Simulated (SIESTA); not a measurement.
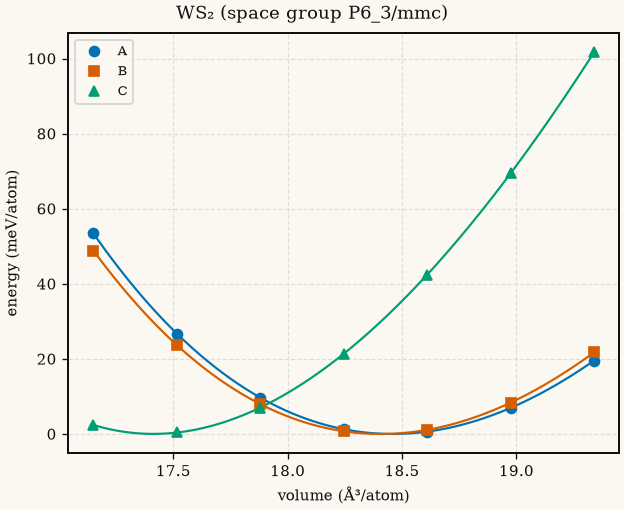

The figure shows the energy against volume, with one curve for each functional, for WS₂ (space group P6_3/mmc). The labels are replaced by letters. In alphabetical order the cases are: PBE; PBE + D3(BJ); vdW-DF-cx.

How it was computed, with SIESTA 5.4.2: DFT in numerical atomic orbitals with pseudopotentials, no spin polarisation; energies at scaled volumes of the given cell, shape and fractions fixed, counted from the fit's minimum, third-order Birch-Murnaghan fit. All runs: no spin polarisation.

```json
{"setting": "k mesh", "value": "7×7×2"}
{"setting": "occupations", "value": "Fermi–Dirac"}
{"setting": "smearing width", "value": "0.05 eV"}
```

Which letter stands for which functional?

A: vdW-DF-cx; B: PBE + D3(BJ); C: PBE.

Caveats: mulliken charges of long orbitals (PBE + D3(BJ), PBE); short basis over semicore shells (vdW-DF-cx, PBE + D3(BJ)); shape and atomic fractions are frozen while scaling, which makes layered, chain and framework solids too stiff.
